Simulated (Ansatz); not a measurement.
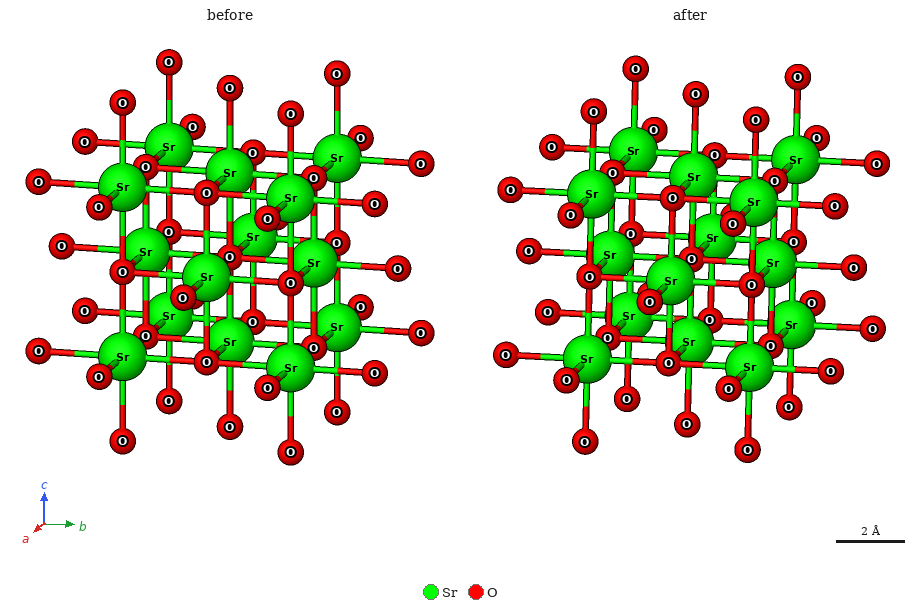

Left: a symmetric starting cell of SrO. Right: the same structure after one change, at the same scale. A ball-and-stick model of the conventional cell (4 times the calculation's cell), seen slightly off an axis. Lengths and directions refer to the drawn axes.

Computed with DFT PBE, scalar-relativistic, plane waves, PAW (Ansatz 0.2.0). Set-up: plane-wave cutoff 420 eV; k-point mesh 8 × 8 × 8; occupations gaussian; smearing width 0.02 eV; no spin polarisation.

### Which change leads from the left to the right?

The cell is strained by −6.9 % along [1 −1 1] and −0.9 % across it (volume −8.5 %), the atoms keeping their fractional coordinates. No relaxation follows. The starting cell wasn't computed here and needn't be at equilibrium, so pressure and forces aren't due to the change alone.

### And its effect?

Near-neighbour distances before and after: O–Sr 2.570 → 2.497 Å. The space group (tolerance 0.01 Å) goes from Fm-3m (No. 225) to R-3m (No. 166). The pressure is 13.2 GPa (not all of it need come from the change, since the unchanged cell can be under pressure at this level too). The principal stresses (compression positive) are 16.9 GPa along [1 −1 1] and 11.3 GPa across it. All forces vanish by symmetry.
